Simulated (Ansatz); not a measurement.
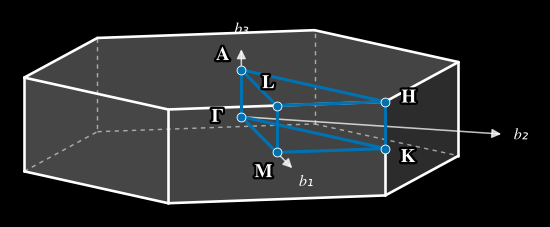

The first Brillouin zone and its special points. Crystal: C, the input geometry of an electronic-structure calculation (not necessarily at equilibrium). Symmetry computed with spglib at a tolerance of 0.002 Å; standard conventional cell.

Space group P6/mmm, No. 191; a = 2.456 Å, b = 2.456 Å, c = 8.524 Å, α = 90.00°, β = 90.00°, γ = 120.00°.

Labels and path follow the convention of Hinuma et al. (2017), as computed by seekpath; the arrows show the directions of the reciprocal primitive vectors b₁, b₂, b₃, in which coordinates are given; lengths include the factor 2π.

> List the special points with their coordinates and distances from Γ.

```
point   k₁   k₂   k₃  length of k (1/Å)
    Γ    0    0    0              0.000
    A    0    0  1/2              0.369
    K  1/3  1/3    0              1.705
    H  1/3  1/3  1/2              1.745
    M  1/2    0    0              1.477
    L  1/2    0  1/2              1.522
```

> What is the zone's volume?

(2π)³ over the primitive cell's volume of 44.53 Å³: 5.57 Å⁻³.
